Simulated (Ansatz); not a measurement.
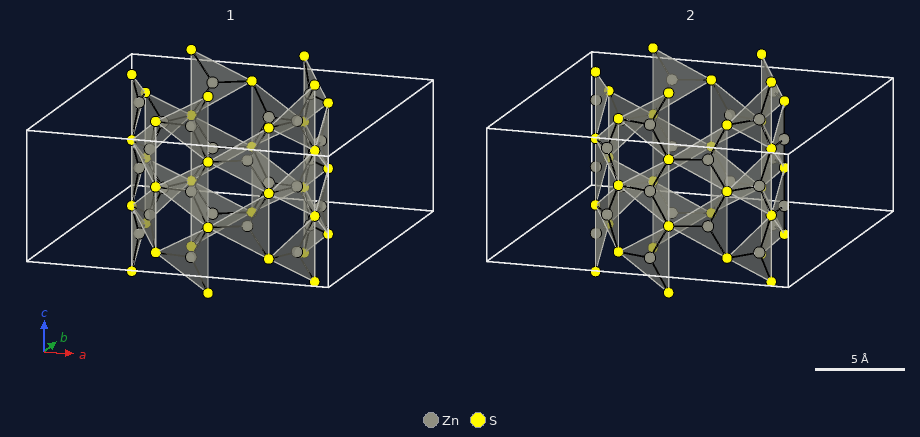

Two geometries of a wire of composition ZnS, drawn at one scale. One is the start of a relaxation, the other its converged end. A polyhedral model of the 2 repeat of the cell, with the vacuum cut short, seen slightly off an axis.

Theory: DFT PBE, scalar-relativistic, plane waves, PAW in Ansatz. Set-up: plane-wave cutoff 420 eV; k-point mesh 1 × 1 × 12; occupations gaussian; smearing width 0.05 eV; no spin polarisation; cell relaxed at fixed a, b, alpha, beta, gamma; force threshold 0.02 eV/Å; at most 45 steps.

> Which geometry has the lower energy?

Structure 1 is the relaxed one. Case: (5,5) tube. The energy falls by 1.107 eV per cell of the calculation in 4 accepted moves (5 points after the start). Largest force component: 0.52 eV/Å at the start, 0.0057 eV/Å at the end. At 1 point the geometry stayed and the basis and grid were re-selected for the new cell (energy shift of 2.4 meV per cell of the calculation at most each time). The largest moves relative to the layer's centre, 0.22 Å, are those of S atoms. By element the largest moves are S 0.22 Å, Zn 0.18 Å. Along the periodic axis the drawn cell goes c 7.772 → 7.652 Å (−1.5 %). Some distances before and after: S–Zn 2.227 → 2.251 Å, S–Zn 2.243 → 2.262 Å. Among the angles between lasting bonds that change: Zn–S–Zn 118.4° → 111.4°, S–Zn–S 120.1° → 115.5°, Zn–S–Zn 120.1° → 115.5°.
